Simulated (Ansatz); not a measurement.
Si16H (cell charge +1, with a compensating background) (cell with a defect)

```
Si H
1.0
     0.00000    5.43000    5.43000
     5.43000    0.00000    5.43000
     5.43000    5.43000    0.00000
Si H
16 1
Direct
  0.99654 0.99553 0.98582
  0.13098 0.12774 0.09399
  0.99514 0.99478 0.46696
  0.15142 0.15110 0.62305
  0.00654 0.50149 0.99419
  0.13657 0.62274 0.11647
  0.01074 0.52266 0.49017
  0.14564 0.63098 0.62136
  0.50438 0.00253 0.99097
  0.62399 0.13408 0.11290
  0.51993 0.00394 0.48604
  0.62881 0.13725 0.61786
  0.50894 0.50621 0.98964
  0.63418 0.63013 0.11278
  0.51819 0.51019 0.48470
  0.63759 0.63087 0.61735
  0.09380 0.14536 0.45192
```

All numbers below come from DFT PBE, scalar-relativistic, plane waves, PAW in Ansatz 0.2.0.

What will maps of the valence pseudo-density and electron localisation function show?

Si–H (1.61 Å): ρ at the midpoint is about 0.51 e/Å³; the ELF climbs to about 1 towards the hydrogen, as it does in any bond to H.

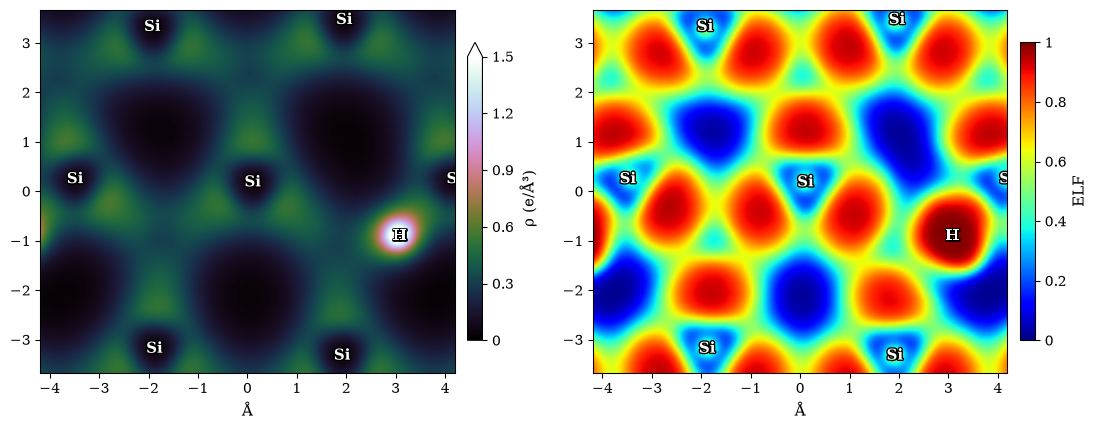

Computed valence pseudo-density and electron localisation function on the (010) plane of the calculation cell, in this order. Atoms just off the plane (Si, 0.8 Å away) can leave unmarked features too.

In a PAW calculation such maps are meaningful between the atoms, not at the nuclei.
